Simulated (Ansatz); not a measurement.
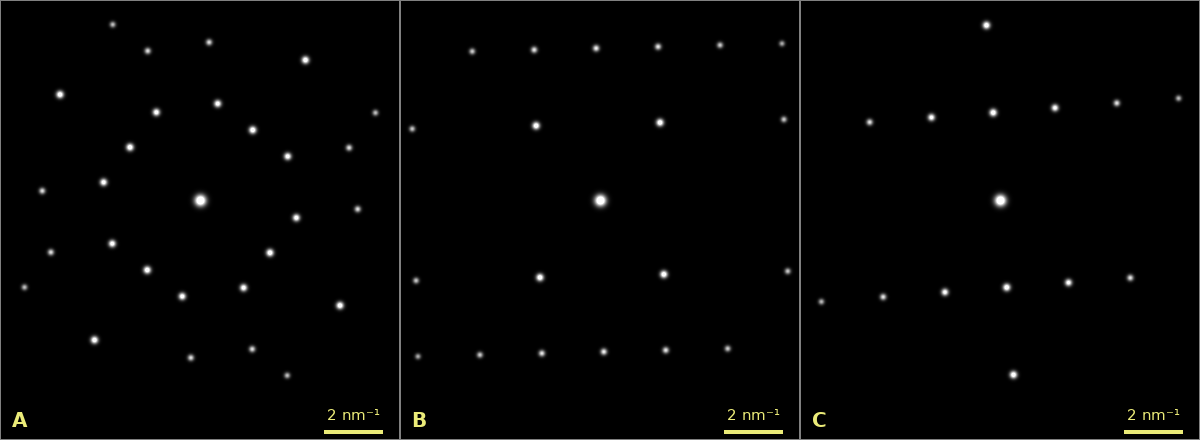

The patterns are kinematic simulations for 200 kV electrons (no multiple scattering; isotropic B = 0.5 Å²).

All three come from Y, space group Pm-3n (No. 223), a = 6.52 Å. Structure: the input geometry of an electronic-structure calculation (not necessarily at equilibrium); the starting structure was generated, so it need not be a known form of this composition.

### Assign the zone axes [001], [110], [211] to A, B and C.

A is [001]: square net of 1 0 0 (itself extinct) at d = 6.52 Å and 0 1 0 (itself extinct) at d = 6.52 Å, at 90.0°. B is [211]: rectangular net of 0 -1 1 (itself too weak to see) at d = 4.61 Å and -1 1 1 (itself extinct) at d = 3.76 Å, at 90.0°. C is [110]: rectangular net of 1 -1 0 (itself too weak to see) at d = 4.61 Å and 0 0 2 at d = 3.26 Å, at 90.0°.
